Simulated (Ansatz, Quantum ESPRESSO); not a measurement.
# Evanescent states of NaCl, rock salt type, lattice constant set to 5.809 Å, part 2 of 3

Wanted: the complex band structure of NaCl, rock salt type, lattice constant set to 5.809 Å, as for a tunnel barrier.

Quantum ESPRESSO 7.5; plane-wave DFT, LDA, PseudoDojo norm-conserving pseudopotentials; cross-check by Ansatz 0.2.0 with PAW datasets.

So far. Step 2 (Self-consistent run): The run needed 8 iterations to bring the estimated error under 1e-09 Ry.

## (3) Complex band structure

Level of this step: complex band structure by pwcond; plane-wave DFT, LDA, PseudoDojo norm-conserving pseudopotentials (Quantum ESPRESSO).

ikind = 0 solves one period of the crystal for all kz, real and complex, at each energy and k across. ewind and epsproj trim the two-dimensional plane-wave basis; nz1 sets the subslabs.

File cbs.in:

```
&inputcond
  outdir = './out'
  prefixl = 'scf'
  band_file = 'cbs'
  ikind = 0
  ewind = 4.0
  epsproj = 1e-05
  nz1 = 7
  energy0 = 6.9
  denergy = -0.23
/
4
  0.00000000 0.00000000 1.00000000
  0.50000000 0.00000000 1.00000000
  0.50000000 0.50000000 1.00000000
  0.25000000 0.00000000 1.00000000
40
```

The run is started by

```bash
$ OMP_NUM_THREADS=1 mpirun -n 2 pwcond.x -in cbs.in > cbs.out
```

Log:

```text
[banner, memory and clock lines left out]
Program PWCOND v.7.5 starts

          URL

     ./out/scf.save/

     IMPORTANT: XC functional enforced from input :
     Exchange-correlation= PW
                           (   1   4   0   0   0   0   0)
     Any further DFT definition will be discarded
     Please, verify this is what you really want

     Reading collected, re-writing distributed wavefunctions

===== INPUT FILE containing the left lead =====

     GEOMETRY:

     lattice parameter (alat)  =       7.7622  a.u.
     the volume                =     661.4100 (a.u.)^3
     the cross section         =      60.2519 (a.u.)^2
     l of the unit cell        =       1.4142 (alat)
     number of atoms/cell      =            4
     number of atomic types    =            2

     crystal axes: (cart. coord. in units of alat)
               a(1) = (  1.0000  0.0000  0.0000 )
               a(2) = (  0.0000  1.0000  0.0000 )
               a(3) = (  0.0000  0.0000  1.4142 )

   Cartesian axes

     site n.     atom                  positions (alat units)
          1        Na     tau(  1)=(  0.0000  0.0000  1.4142  )
          2        Cl     tau(  2)=(  0.5000  0.5000  1.4142  )
          3        Na     tau(  3)=(  0.5000  0.5000  0.7071  )
          4        Cl     tau(  4)=(  0.0000  0.0000  0.7071  )

     nr1s                      =           45
     nr2s                      =           45
     nr3s                      =           64
     nr1sx                     =           45
     nr2sx                     =           45
     nr3sx                     =           64
     nr1                       =           45
     nr2                       =           45
     nr3                       =           64
     nr1x                      =           45
     nr2x                      =           45
     nr3x                      =           64

 _______________________________
  Radii of nonlocal spheres:

     type       ibeta     ang. mom.          radius (alat units)
       Na         1         0                    0.1520
       Na         2         0                    0.1546
       Na         3         1                    0.1971
       Na         4         1                    0.1984
       Cl         1         0                    0.1984
       Cl         2         0                    0.1984
       Cl         3         1                    0.1752
       Cl         4         1                    0.1752
       Cl         5         2                    0.2280
       Cl         6         2                    0.2306
----- General information -----

----- Complex band structure calculation -----

     nrx                       =           45
     nry                       =           45
     nz1                       =            7

     energy0               =         6.9E+00
     denergy               =        -2.3E-01
     nenergy               =         40
     ecut2d                =         7.6E+01
     ewind                 =         4.0E+00
     epsproj               =         1.0E-05

     number of k_|| points=    4
                       cryst. coord.
        k(    1) = (   0.0000000   0.0000000), wk =   0.2500000
        k(    2) = (   0.5000000   0.0000000), wk =   0.2500000
        k(    3) = (   0.5000000   0.5000000), wk =   0.2500000
        k(    4) = (   0.2500000   0.0000000), wk =   0.2500000
----- Information about left lead -----

     nocros                   =           26
     noins                    =           26
     norb                     =           78
     norbf                    =           78
     nrz                      =           64

      iorb      type   ibeta   ang. mom.   m       position (alat)
        1        1       1        0        1   taunew(   1)=(  0.0000  0.0000  0.0000)
        2        1       2        0        1   taunew(   2)=(  0.0000  0.0000  0.0000)
        3        1       3        1        1   taunew(   3)=(  0.0000  0.0000  0.0000)
        4        1       3        1        2   taunew(   4)=(  0.0000  0.0000  0.0000)
        5        1       3        1        3   taunew(   5)=(  0.0000  0.0000  0.0000)
        6        1       4        1        1   taunew(   6)=(  0.0000  0.0000  0.0000)
        7        1       4        1        2   taunew(   7)=(  0.0000  0.0000  0.0000)
        8        1       4        1        3   taunew(   8)=(  0.0000  0.0000  0.0000)
        9        2       1        0        1   taunew(   9)=(  0.5000  0.5000  0.0000)
       10        2       2        0        1   taunew(  10)=(  0.5000  0.5000  0.0000)
       11        2       3        1        1   taunew(  11)=(  0.5000  0.5000  0.0000)
       12        2       3        1        2   taunew(  12)=(  0.5000  0.5000  0.0000)
       13        2       3        1        3   taunew(  13)=(  0.5000  0.5000  0.0000)
       14        2       4        1        1   taunew(  14)=(  0.5000  0.5000  0.0000)
       15        2       4        1        2   taunew(  15)=(  0.5000  0.5000  0.0000)
       16        2       4        1        3   taunew(  16)=(  0.5000  0.5000  0.0000)
       17        2       5        2        1   taunew(  17)=(  0.5000  0.5000  0.0000)
       18        2       5        2        2   taunew(  18)=(  0.5000  0.5000  0.0000)
       19        2       5        2        3   taunew(  19)=(  0.5000  0.5000  0.0000)
       20        2       5        2        4   taunew(  20)=(  0.5000  0.5000  0.0000)
       21        2       5        2        5   taunew(  21)=(  0.5000  0.5000  0.0000)
       22        2       6        2        1   taunew(  22)=(  0.5000  0.5000  0.0000)
       23        2       6        2        2   taunew(  23)=(  0.5000  0.5000  0.0000)
       24        2       6        2        3   taunew(  24)=(  0.5000  0.5000  0.0000)
       25        2       6        2        4   taunew(  25)=(  0.5000  0.5000  0.0000)
       26        2       6        2        5   taunew(  26)=(  0.5000  0.5000  0.0000)
       27        1       1        0        1   taunew(  27)=(  0.5000  0.5000  0.7071)
       28        1       2        0        1   taunew(  28)=(  0.5000  0.5000  0.7071)
       29        1       3        1        1   taunew(  29)=(  0.5000  0.5000  0.7071)
       30        1       3        1        2   taunew(  30)=(  0.5000  0.5000  0.7071)
       31        1       3        1        3   taunew(  31)=(  0.5000  0.5000  0.7071)
       32        1       4        1        1   taunew(  32)=(  0.5000  0.5000  0.7071)
       33        1       4        1        2   taunew(  33)=(  0.5000  0.5000  0.7071)
       34        1       4        1        3   taunew(  34)=(  0.5000  0.5000  0.7071)
[...]
4   0.0663 0.0884 0.0221   111111111111111111111111110000000000000000000000000000000000000000000000000000
    5   0.0884 0.1105 0.0221   111111111111111111111111110000000000000000000000000000000000000000000000000000
    6   0.1105 0.1326 0.0221   111111111111111111111111110000000000000000000000000000000000000000000000000000
    7   0.1326 0.1547 0.0221   111111111111111111111111110000000000000000000000000000000000000000000000000000
    8   0.1547 0.1768 0.0221   001111111111111111111111110000000000000000000000000000000000000000000000000000
    9   0.1768 0.1989 0.0221   001111111100000011111111110000000000000000000000000000000000000000000000000000
   10   0.1989 0.2210 0.0221   000000000000000011111111110000000000000000000000000000000000000000000000000000
   11   0.2210 0.2431 0.0221   000000000000000011111111110000000000000000000000000000000000000000000000000000
   12   0.2431 0.2652 0.0221   000000000000000000000000000000000000000000000000000000000000000000000000000000
   13   0.2652 0.2873 0.0221   000000000000000000000000000000000000000000000000000000000000000000000000000000
   14   0.2873 0.3094 0.0221   000000000000000000000000000000000000000000000000000000000000000000000000000000
   15   0.3094 0.3315 0.0221   000000000000000000000000000000000000000000000000000000000000000000000000000000
   16   0.3315 0.3536 0.0221   000000000000000000000000000000000000000000000000000000000000000000000000000000
   17   0.3536 0.3757 0.0221   000000000000000000000000000000000000000000000000000000000000000000000000000000
   18   0.3757 0.3977 0.0221   000000000000000000000000000000000000000000000000000000000000000000000000000000
   19   0.3977 0.4198 0.0221   000000000000000000000000000000000000000000000000000000000000000000000000000000
   20   0.4198 0.4419 0.0221   000000000000000000000000000000000000000000000000000000000000000000000000000000
   21   0.4419 0.4640 0.0221   000000000000000000000000000000000000000000000000000000000000000000000000000000
   22   0.4640 0.4861 0.0221   000000000000000000000000000000000000000000111111111100000000000000000000000000
   23   0.4861 0.5082 0.0221   000000000000000000000000000000000000000000111111111100000000000000000000000000
   24   0.5082 0.5303 0.0221   000000000000000000000000000011111111000000111111111100000000000000000000000000
   25   0.5303 0.5524 0.0221   000000000000000000000000000011111111111111111111111100000000000000000000000000
   26   0.5524 0.5745 0.0221   000000000000000000000000001111111111111111111111111100000000000000000000000000
   27   0.5745 0.5966 0.0221   000000000000000000000000001111111111111111111111111100000000000000000000000000
   28   0.5966 0.6187 0.0221   000000000000000000000000001111111111111111111111111100000000000000000000000000
   29   0.6187 0.6408 0.0221   000000000000000000000000001111111111111111111111111100000000000000000000000000
   30   0.6408 0.6629 0.0221   000000000000000000000000001111111111111111111111111100000000000000000000000000
   31   0.6629 0.6850 0.0221   000000000000000000000000001111111111111111111111111100000000000000000000000000
   32   0.6850 0.7071 0.0221   000000000000000000000000001111111111111111111111111100000000000000000000000000
   33   0.7071 0.7292 0.0221   000000000000000000000000001111111111111111111111111100000000000000000000000000
   34   0.7292 0.7513 0.0221   000000000000000000000000001111111111111111111111111100000000000000000000000000
   35   0.7513 0.7734 0.0221   000000000000000000000000001111111111111111111111111100000000000000000000000000
   36   0.7734 0.7955 0.0221   000000000000000000000000001111111111111111111111111100000000000000000000000000
   37   0.7955 0.8176 0.0221   000000000000000000000000001111111111111111111111111100000000000000000000000000
   38   0.8176 0.8397 0.0221   000000000000000000000000001111111111111111111111111100000000000000000000000000
   39   0.8397 0.8618 0.0221   000000000000000000000000001111111111111111111111111100000000000000000000000000
   40   0.8618 0.8839 0.0221   000000000000000000000000000011111111111111111111111100000000000000000000000000
   41   0.8839 0.9060 0.0221   000000000000000000000000000011111111000000111111111100000000000000000000000000
   42   0.9060 0.9281 0.0221   000000000000000000000000000000000000000000111111111100000000000000000000000000
   43   0.9281 0.9502 0.0221   000000000000000000000000000000000000000000111111111100000000000000000000000000
   44   0.9502 0.9723 0.0221   000000000000000000000000000000000000000000000000000000000000000000000000000000
   45   0.9723 0.9944 0.0221   000000000000000000000000000000000000000000000000000000000000000000000000000000
   46   0.9944 1.0165 0.0221   000000000000000000000000000000000000000000000000000000000000000000000000000000
   47   1.0165 1.0386 0.0221   000000000000000000000000000000000000000000000000000000000000000000000000000000
   48   1.0386 1.0607 0.0221   000000000000000000000000000000000000000000000000000000000000000000000000000000
   49   1.0607 1.0828 0.0221   000000000000000000000000000000000000000000000000000000000000000000000000000000
   50   1.0828 1.1049 0.0221   000000000000000000000000000000000000000000000000000000000000000000000000000000
   51   1.1049 1.1270 0.0221   000000000000000000000000000000000000000000000000000000000000000000000000000000
   52   1.1270 1.1490 0.0221   000000000000000000000000000000000000000000000000000000000000000000000000000000
   53   1.1490 1.1711 0.0221   000000000000000000000000000000000000000000000000000000000000000000000000000000
   54   1.1711 1.1932 0.0221   000000000000000000000000000000000000000000000000000000000000000000001111111111
   55   1.1932 1.2153 0.0221   000000000000000000000000000000000000000000000000000000000000000000001111111111
   56   1.2153 1.2374 0.0221   000000000000000000000000000000000000000000000000000000111111110000001111111111
   57   1.2374 1.2595 0.0221   000000000000000000000000000000000000000000000000000000111111111111111111111111
   58   1.2595 1.2816 0.0221   000000000000000000000000000000000000000000000000000011111111111111111111111111
   59   1.2816 1.3037 0.0221   000000000000000000000000000000000000000000000000000011111111111111111111111111
   60   1.3037 1.3258 0.0221   000000000000000000000000000000000000000000000000000011111111111111111111111111
   61   1.3258 1.3479 0.0221   000000000000000000000000000000000000000000000000000011111111111111111111111111
   62   1.3479 1.3700 0.0221   000000000000000000000000000000000000000000000000000011111111111111111111111111
   63   1.3700 1.3921 0.0221   000000000000000000000000000000000000000000000000000011111111111111111111111111
   64   1.3921 1.4142 0.0221   000000000000000000000000000000000000000000000000000011111111111111111111111111
 ngper, shell number =          357          49
 ngper, n2d =          357          90
---  E-Ef =    6.9000000  k =    0.0000000   0.0000000
---  ie =          1  ik =          1
 Nchannels of the left tip =            1
 Right moving states:
   k1(2pi/a)   k2(2pi/a)   E-Ef (eV)
  -0.3206359  -0.0000000   6.9000000
 Left moving states:
   k1(2pi/a)   k2(2pi/a)   E-Ef (eV)
   0.3206359  -0.0000000   6.9000000

---  E-Ef =    6.6700000  k =    0.0000000   0.0000000
---  ie =          2  ik =          1
 Nchannels of the left tip =            1
 Right moving states:
   k1(2pi/a)   k2(2pi/a)   E-Ef (eV)
  -0.4087174  -0.0000000   6.6700000
 Left moving states:
   k1(2pi/a)   k2(2pi/a)   E-Ef (eV)
   0.4087174   0.0000000   6.6700000
[... further energies and points left out ...]
---  E-Ef =   -1.8400000  k =    0.2500000   0.0000000
---  ie =         39  ik =          4
 Nchannels of the left tip =            0
 Right moving states:
   k1(2pi/a)   k2(2pi/a)   E-Ef (eV)
 Left moving states:
   k1(2pi/a)   k2(2pi/a)   E-Ef (eV)

---  E-Ef =   -2.0700000  k =    0.2500000   0.0000000
---  ie =         40  ik =          4
 Nchannels of the left tip =            0
 Right moving states:
   k1(2pi/a)   k2(2pi/a)   E-Ef (eV)
 Left moving states:
   k1(2pi/a)   k2(2pi/a)   E-Ef (eV)

Note: The following floating-point exceptions are signalling: IEEE_UNDERFLOW_FLAG
Note: The following floating-point exceptions are signalling: IEEE_UNDERFLOW_FLAG
```

Wall time 2.7 min (2 MPI ranks of Arm Neoverse V1, shared host); peak memory 0.13 GiB.

Numbers from this step:

```
peak of the smallest κ at the zone centre : 0.36 Å⁻¹
energy of the peak at the zone centre     : 1.84 eV
peak of the smallest κ at (1/2, 0)        : 0.631 Å⁻¹
peak of the smallest κ at (1/4, 0)        : 0.622 Å⁻¹
```

K across = (0, 0) in the cell's reciprocal vectors; values within 0.0025 1/Å of each other count once, columns are sorted by size at each energy, a dash where no further value was kept. The Im kz of the slowest decaying states by energy, zero at the highest filled level of the SCF mesh:

```
energy (eV)  decay 1 (Å⁻¹)  decay 2 (Å⁻¹)  decay 3 (Å⁻¹)
      -2.07          0.628           1.02           1.64
      -1.61          0.246          0.716          0.884
      -0.92           0.57           0.78           1.54
      -0.46          0.794           1.50           1.68
       0.00          0.013          0.798           1.46
       0.46          0.248          0.519          0.796
       1.15          0.335          0.705          0.784
       1.61          0.356          0.769            1.3
       2.07           0.36          0.755           0.81
       2.76          0.337          0.724          0.846
       3.22          0.304          0.699          0.859
       3.68          0.249           0.67          0.865
       4.37          0.039          0.618          0.863
       4.83          0.577          0.857          0.905
       5.29          0.528          0.833          0.845
       5.75          0.468          0.753           0.83
       6.44          0.335          0.614            0.8
       6.90          0.017          0.498          0.774
```

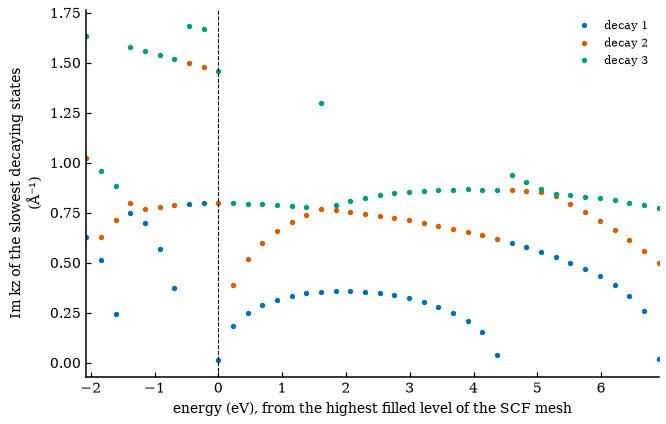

Im kz of the slowest decaying states against energy.

K across = (0, 0) in the cell's reciprocal vectors. Table of Re kz of states that move upwards by energy, zero at the highest filled level of the SCF mesh:

```
energy (eV)  channel 1 (Å⁻¹)  channel 2 (Å⁻¹)  channel 3 (Å⁻¹)
      -2.07                -                -                -
      -0.92           -0.511                -                -
       0.00          -0.0334          -0.0334                -
       0.92                -                -                -
       2.07                -                -                -
       2.99                -                -                -
       3.91                -                -                -
       5.06            0.281                -                -
       5.98            0.476                -                -
```

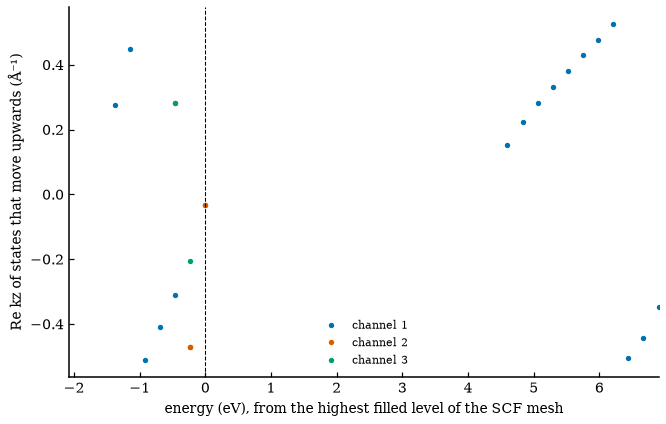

Re kz of states that move upwards against energy.

K across = (1/2, 0) in the cell's reciprocal vectors; values within 0.0025 1/Å of each other count once, columns are sorted by size at each energy, a dash where no further value was kept. Table of Im kz of the slowest decaying states by energy, zero at the highest filled level of the SCF mesh:

```
energy (eV)  decay 1 (Å⁻¹)  decay 2 (Å⁻¹)  decay 3 (Å⁻¹)
      -2.07          0.335           1.44           1.59
      -1.38           1.37           1.43           2.16
      -0.69           1.20            1.3           2.14
       0.00          0.262           1.00           1.23
       0.69          0.473           1.16           1.18
       1.38          0.568           1.10           1.20
       2.07          0.615           1.04           1.20
       2.76          0.631          0.979           1.17
       3.45          0.621          0.925           1.14
       4.14          0.589           0.87           1.10
       4.83          0.534          0.815           1.05
       5.52          0.449          0.755          0.989
       6.21          0.311          0.688          0.925
       6.90          0.611          0.853           1.58
```

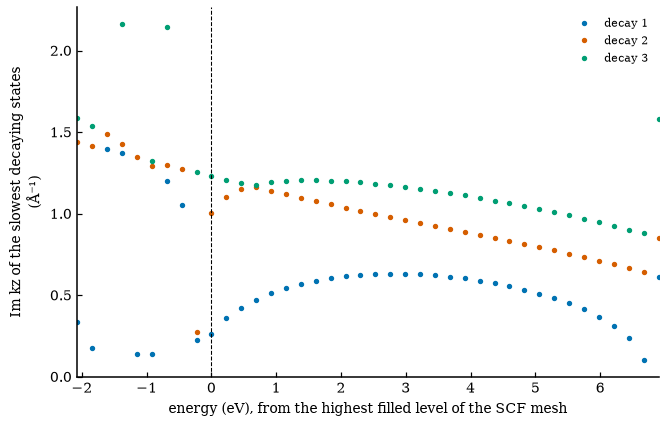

Im kz of the slowest decaying states, plotted against energy.

K across = (1/2, 1/2) in the cell's reciprocal vectors; values within 0.0025 1/Å of each other count once, columns are sorted by size at each energy, a dash where no further value was kept. Im kz of the slowest decaying states against energy, zero at the highest filled level of the SCF mesh:

```
energy (eV)  decay 1 (Å⁻¹)  decay 2 (Å⁻¹)  decay 3 (Å⁻¹)
      -2.07          0.548            0.7           2.06
      -1.61          0.238          0.618           2.03
      -0.92          0.386           1.99              -
      -0.46          0.172          0.235           1.97
       0.00          0.407          0.463           1.94
       0.46          0.508          0.537           1.91
       1.15          0.584          0.587           1.87
       1.61          0.596          0.616           1.84
       2.07          0.598          0.633           1.81
       2.76          0.588          0.642           1.77
       3.22          0.573          0.638           1.74
       3.68          0.553          0.629           1.71
       4.37          0.511          0.603           1.67
       4.83          0.474          0.579           1.63
       5.29          0.429          0.548           1.60
       5.75          0.372           0.51           1.57
       6.44          0.245          0.433           1.52
       6.90          0.005          0.014          0.361
```

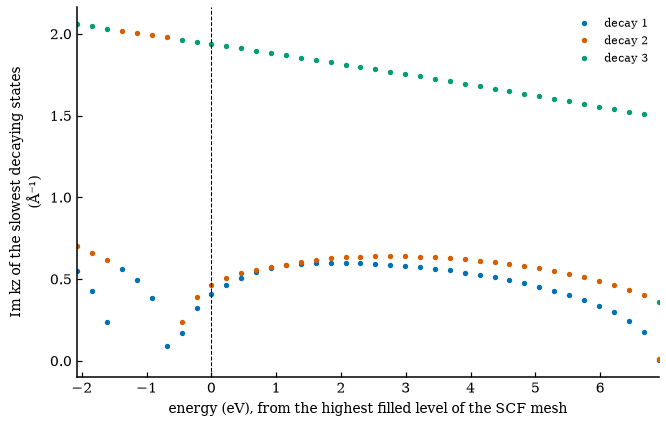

Im kz of the slowest decaying states, plotted against energy.

[end of part 2 of 3]

[Logs are printed without paths, hosts, clocks, repeated set-up lines and the standing remarks that a program may print on its own settings, such as how far it seeks lower states.]

[Hosts, paths, dates, database ids (printed as entryN), source tags and the programs' standing remarks are cut or masked in the printed files.]

[Maps of the electrostatic potential energy from Ansatz leave out the sawtooth potential of an applied field or a dipole correction, so their vacuum need not be flat; planar profiles and work functions include it.]
